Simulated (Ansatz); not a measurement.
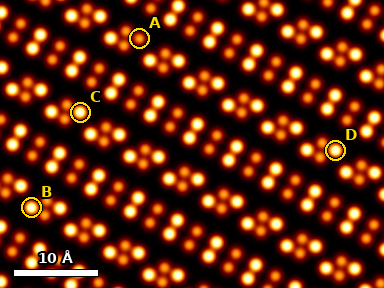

Z-contrast image of S (R-3m, No. 166) along [100]. The image is simulated as a sum over atoms of Z^1.7, blurred by a 1.18 Å probe (no channelling). The display is stretched by a gamma of 0.8; percentages refer to the linear signal.

The sample is 1 repeat (6.2 Å) thick. One point defect was put into the perfect crystal, without relaxing the atoms around it. Brightness is counted from the darkest point of the image. Host structure: the end point of a relaxation with Ansatz, DFT PBE, scalar-relativistic, plane waves, PAW; the starting structure was generated, so it need not be a known form of this composition.

Question: Which ringed column holds the defect, and does it scatter more or less than its equals?

Answer: A; it scatters less. The column holds 2 atoms (S) through the sample, and one S atom is missing, so its peak drops to about 50 % of that of its equals.
